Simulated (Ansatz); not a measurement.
**Run report: AgCl, band-structure calculation (part 2 of 2)**

AgCl (Cmcm, 4 atoms in the cell); DFT, HSE06, plane waves, PAW, no spin polarisation (Ansatz 0.2.0); cutoff 420 eV, 6×6×4 k-mesh, fixed occupations. The structure derives from a Materials Project entry. The geometry comes from this level: r2SCAN (a point of a series of strains). It belongs to a series of runs on one base structure; here: hydrostatic strain +5.9%.

Geometry of the input (Å; fractional positions):
```
1.9733  -5.8843  0.0000
1.9733  5.8843  0.0000
0.0000  0.0000  4.1750
Ag 0.3648  0.6352  0.7500
Ag 0.6352  0.3648  0.2500
Cl 0.8678  0.1322  0.2500
Cl 0.1322  0.8678  0.7500
```

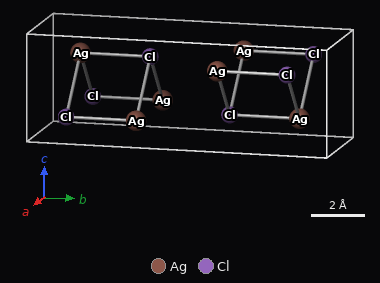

Figure 1. The input geometry (ball-and-stick view of the cell 2 times as large as that of the calculation, set on its symmetry axes, seen slightly off an axis). An atom can appear more than once, as a periodic image.

## Output, continued
```
  k-point 2: bands = ["-88.5585", "-88.5585", "-50.8172", "-50.8172", "-50.7951", "-50.7951", "-50.7945", "-50.7945", "-10.0177", "-10.0177", "0.9711", "0.9711", "1.3777", "1.3777", "1.7125", "1.7125", "2.7082", "2.7082", "2.7829", "2.7829", "3.1288", "3.1288", "4.0103", "4.0103", "5.0659", "5.0659", "11.0418", "11.0418", "13.1144", "13.1144", "14.5214"]
  k-point 38: bands = ["-88.5585", "-88.5585", "-50.8174", "-50.8174", "-50.7950", "-50.7950", "-50.7945", "-50.7945", "-10.0079", "-10.0079", "0.6856", "0.6856", "1.4274", "1.4274", "1.5122", "1.5122", "2.7317", "2.7317", "2.7371", "2.7371", "3.2153", "3.2153", "4.7753", "4.7753", "5.0178", "5.0178", "10.8528", "10.8528", "12.5211", "12.5211", "14.6691"]
```

## File bands.tsv
```
# k_distance	band_0	band_1	band_2	band_3	band_4	band_5	band_6	band_7	band_8	band_9	band_10	band_11	band_12	band_13	band_14	band_15	band_16	band_17	band_18	band_19	band_20	band_21	band_22	band_23	band_24	band_25	band_26	band_27	band_28	band_29	band_30
# fermi_ev = 5.187274
# lock_threshold_ev = 1e-6
# [0, 0, 0] at k_distance = 0.000000
# [-0.5, 0.5, 0] at k_distance = 0.533893
# [-0.2781134039, 0.7218865961, 0] at k_distance = 1.240419
# [0.2781134039, 0.2781134039, 0] at k_distance = 1.803531
# [0, 0, 0.5] at k_distance = 2.965614
# [0.2781134039, 0.2781134039, 0.5] at k_distance = 3.851176
# [-0.2781134039, 0.7218865961, 0.5] at k_distance = 4.414288
# [-0.5, 0.5, 0.5] at k_distance = 5.120815
# [0, 0.5, 0] at k_distance = 6.248273
# [0.244792, 0.242188, 0] at k_distance = 6.517409
# levels_relative_to = fermi_ev
# free_energy_ev = -17349.819274
# largest_residual_norms_ev = 5.555e-4 5.838e-4 9.402e-5 1.026e-4 9.205e-5 1.149e-4 1.162e-4 1.282e-4 2.209e-4 2.194e-4 1.120e-3 1.417e-3 1.263e-3 1.278e-3 2.283e-3 1.520e-3 2.269e-3 2.023e-3 2.304e-3 2.221e-3 1.927e-3 1.640e-3 1.686e-3 1.804e-3 1.246e-3 1.546e-3 7.927e-4 8.463e-4 7.489e-4 7.903e-4 1.081e-3
0.000000	-93.745856	-93.745713	-56.006034	-56.002875	-55.982527	-55.981922	-55.981479	-55.981017	-15.524744	-15.127684	-3.789026	-2.901217	-2.870458	-2.775064	-2.773059	-2.711399	-2.690115	-2.615663	-2.550515	-2.434803	-2.412183	-2.376823	-1.769175	-1.679226	-1.571363	-1.099998	2.076887	4.528449	8.852583	9.913940	11.385144
0.533893	-93.745786	-93.745778	-56.004982	-56.003966	-55.981984	-55.981939	-55.981586	-55.981448	-15.351962	-15.297636	-3.688754	-3.582128	-2.873747	-2.822352	-2.809361	-2.701873	-2.695050	-2.651752	-2.513875	-2.391087	-2.178662	-1.954471	-1.825403	-1.748830	-1.604322	-1.417884	3.618771	4.474330	8.516071	9.468829	9.915858
1.240419	-93.745779	-93.745713	-56.005393	-56.003530	-55.983275	-55.983131	-55.982137	-55.981322	-15.214762	-15.100465	-4.466098	-4.218051	-4.047288	-3.903810	-3.782072	-3.293536	-2.552077	-2.504616	-2.367292	-2.351811	-1.999493	-1.937098	-1.021793	-0.482527	-0.136390	-0.070825	5.170119	6.560465	6.872373	8.128436	8.898463
1.803531	-93.745779	-93.745713	-56.005393	-56.003530	-55.983275	-55.983131	-55.982137	-55.981322	-15.214762	-15.100465	-4.466098	-4.218051	-4.047288	-3.903810	-3.782072	-3.293536	-2.552077	-2.504616	-2.367292	-2.351811	-1.999493	-1.937098	-1.021793	-0.482527	-0.136390	-0.070825	5.170119	6.560465	6.872373	8.128436	8.898463
2.965614	-93.745771	-93.745771	-56.004478	-56.004478	-55.982350	-55.982350	-55.981727	-55.981727	-15.204945	-15.204945	-4.216190	-4.216190	-3.809615	-3.809615	-3.474823	-3.474823	-2.479045	-2.479045	-2.404353	-2.404352	-2.058500	-2.058500	-1.176950	-1.176950	-0.121417	-0.121417	5.854503	5.854503	7.927119	7.927119	9.334101
3.851176	-93.745744	-93.745744	-56.004438	-56.004438	-55.983068	-55.983068	-55.981927	-55.981927	-15.130529	-15.130529	-3.587455	-3.587455	-3.511003	-3.511003	-2.875159	-2.875159	-2.682797	-2.682797	-2.329138	-2.329138	-2.284340	-2.284340	-2.033558	-2.033558	-1.290294	-1.290294	4.545362	4.545362	8.850661	8.850661	9.579603
4.414288	-93.745744	-93.745744	-56.004438	-56.004438	-55.983068	-55.983068	-55.981927	-55.981927	-15.130529	-15.130529	-3.587455	-3.587455	-3.511003	-3.511003	-2.875159	-2.875159	-2.682797	-2.682797	-2.329138	-2.329138	-2.284340	-2.284340	-2.033558	-2.033558	-1.290294	-1.290294	4.545362	4.545362	8.850661	8.850661	9.579603
5.120815	-93.745774	-93.745774	-56.004628	-56.004628	-55.982300	-55.982300	-55.981745	-55.981745	-15.195197	-15.195197	-4.501671	-4.501671	-3.759883	-3.759883	-3.675074	-3.675074	-2.455609	-2.455609	-2.450180	-2.450180	-1.971964	-1.971964	-0.411976	-0.411976	-0.169456	-0.169456	5.665559	5.665559	7.333831	7.333831	9.481845
6.248273	-93.745784	-93.745706	-56.005487	-56.003420	-55.983281	-55.983221	-55.982190	-55.981280	-15.229905	-15.074586	-4.409666	-4.315704	-4.071155	-3.917168	-3.871433	-3.274831	-2.568379	-2.457517	-2.349921	-2.338267	-2.006186	-1.792662	-0.909832	-0.738230	-0.113835	-0.003459	5.465232	6.189186	6.992776	8.033197	8.565279
6.517409	-93.745786	-93.745704	-56.005508	-56.003409	-55.983274	-55.983231	-55.982196	-55.981261	-15.235242	-15.069927	-4.487303	-4.278098	-4.074829	-3.909355	-3.797299	-3.221998	-2.578009	-2.490649	-2.359767	-2.341943	-1.949508	-1.889823	-1.152755	-0.466193	-0.127715	0.004793	5.458403	6.187924	6.945307	7.537478	8.856955
```

## File rho_z.tsv
```
# z_ang	rho[e/angstrom^3]
# format = ansatz-planar-average/11
# lattice	1.973252345	-5.884315034	0.000000000
# lattice	1.973252345	5.884315034	0.000000000
# lattice	0.000000000	0.000000000	4.175023641
# sites	4
# site	47	1.973252345	1.591142079	3.131267731
# site	47	1.973252345	-1.591142079	1.043755910
# site	17	1.973252345	-4.328278343	1.043755910
# site	17	1.973252345	4.328278343	3.131267731
0.000000	1.535291e-1
0.139167	1.720036e-1
0.278335	2.357733e-1
0.417502	3.581362e-1
0.556670	5.344419e-1
0.695837	7.329144e-1
0.835005	9.057840e-1
0.974172	1.006692e0
1.113340	1.006692e0
1.252507	9.057840e-1
1.391675	7.329144e-1
1.530842	5.344419e-1
1.670009	3.581362e-1
1.809177	2.357733e-1
1.948344	1.720036e-1
2.087512	1.535291e-1
2.226679	1.720036e-1
2.365847	2.357733e-1
2.505014	3.581362e-1
2.644182	5.344419e-1
2.783349	7.329144e-1
2.922517	9.057840e-1
3.061684	1.006692e0
3.200851	1.006692e0
3.340019	9.057840e-1
3.479186	7.329144e-1
3.618354	5.344419e-1
3.757521	3.581362e-1
3.896689	2.357733e-1
4.035856	1.720036e-1
```

## File v_z.tsv
```
# z_ang	v_es[eV]	v_tot[eV]
# format = ansatz-planar-average/11
# xc	hse06
# density_cutoff_ev	1680
# datasets	Ag=:simpson_from_first_knot:soft:fock:shift=0	Cl=:simpson_from_first_knot:soft:fock:shift=0
# lattice	1.973252345	-5.884315034	0.000000000
# lattice	1.973252345	5.884315034	0.000000000
# lattice	0.000000000	0.000000000	4.175023641
# sites	4
# site	47	1.973252345	1.591142079	3.131267731
# site	47	1.973252345	-1.591142079	1.043755910
# site	17	1.973252345	-4.328278343	1.043755910
# site	17	1.973252345	4.328278343	3.131267731
0.000000	9.129765e0	2.489219e0
0.139167	8.791587e0	2.041182e0
0.278335	7.813249e0	7.783309e-1
0.417502	6.358561e0	-1.053988e0
0.556670	4.760279e0	-3.056704e0
0.695837	3.337042e0	-4.860451e0
0.835005	2.293459e0	-6.208472e0
0.974172	1.742629e0	-6.927699e0
1.113340	1.742629e0	-6.927699e0
1.252507	2.293459e0	-6.208472e0
1.391675	3.337042e0	-4.860451e0
1.530842	4.760279e0	-3.056704e0
1.670009	6.358561e0	-1.053988e0
1.809177	7.813249e0	7.783309e-1
1.948344	8.791587e0	2.041182e0
2.087512	9.129765e0	2.489219e0
2.226679	8.791587e0	2.041182e0
2.365847	7.813249e0	7.783309e-1
2.505014	6.358561e0	-1.053988e0
2.644182	4.760279e0	-3.056704e0
2.783349	3.337042e0	-4.860451e0
2.922517	2.293459e0	-6.208472e0
3.061684	1.742629e0	-6.927699e0
3.200851	1.742629e0	-6.927699e0
3.340019	2.293459e0	-6.208472e0
3.479186	3.337042e0	-4.860451e0
3.618354	4.760279e0	-3.056704e0
3.757521	6.358561e0	-1.053988e0
3.896689	7.813249e0	7.783309e-1
4.035856	8.791587e0	2.041182e0
```

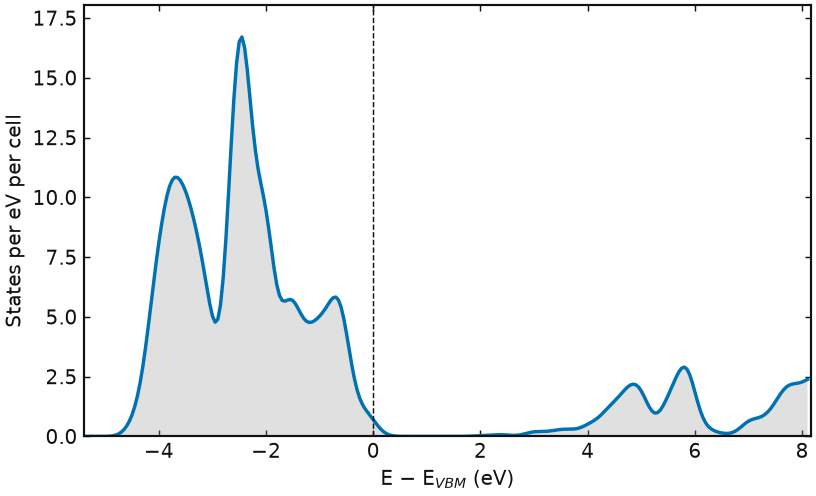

Figure 2. Density of states (the curve is built from the levels of the k mesh with Gaussians 0.4 eV wide, which also blur the band edges), with energies from the valence-band top. There is a gap of 2.08 eV on the k-point mesh. Small ripples come from the finite k-point mesh.

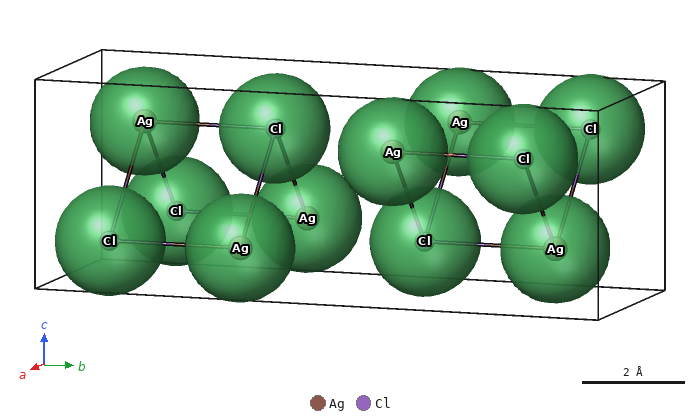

Figure 3. Isosurface of the valence charge density (pseudo) at 0.4 e/Å³ (green), seen slightly off an axis. Sticks mark near contacts. The outline is the cell set on symmetry axes. At this value the density breaks into separate islands; it holds about 85 % of the electrons treated as valence (semicore included). It is pinched off along the Ag–Cl (2.74 Å) and Ag–Cl (2.87 Å) contacts. On the grid the lowest density along these lines, outside the cores, is 0.24 e/Å³ (Ag–Cl, 2.74 Å) and 0.18 e/Å³ (Ag–Cl, 2.87 Å). Core electrons are frozen (PAW), so the fields are smoothed inside the atomic spheres.

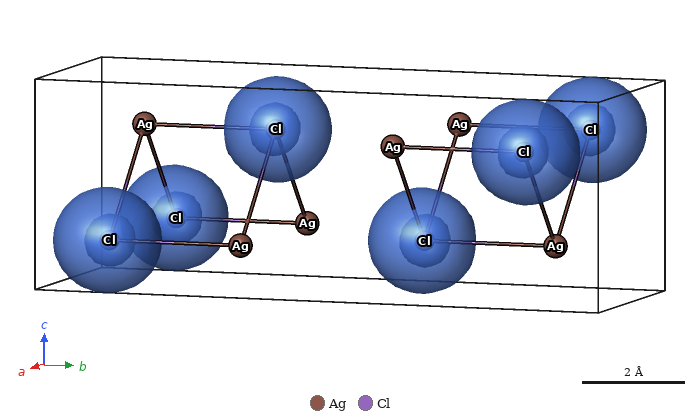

Figure 4. Isosurface of the ELF at 0.8 (blue), seen slightly off an axis. Core shells and regions of very low density are left out. Sticks mark near contacts. The outline is the cell set on symmetry axes. Values along the shortest contacts:

## Key numbers

- outcome: converged
- space group (tolerance 0.01 Å): Cmcm (63)
- electrons treated: 52
- free energy: −17349.8193 eV
- Fermi energy: 5.187 eV
- gap on the k-point mesh: 2.08 eV
- pressure: −2.80 GPa
- largest force (length of the vector): 0.051 eV/Å
- wall time: 1.7 min (CPU time 6.3 min)
- peak memory: 3.1 GiB

Warnings of the run: the exchange loop's threshold is looser than advised for the stress; the SCF threshold is looser than advised for the printed stress.
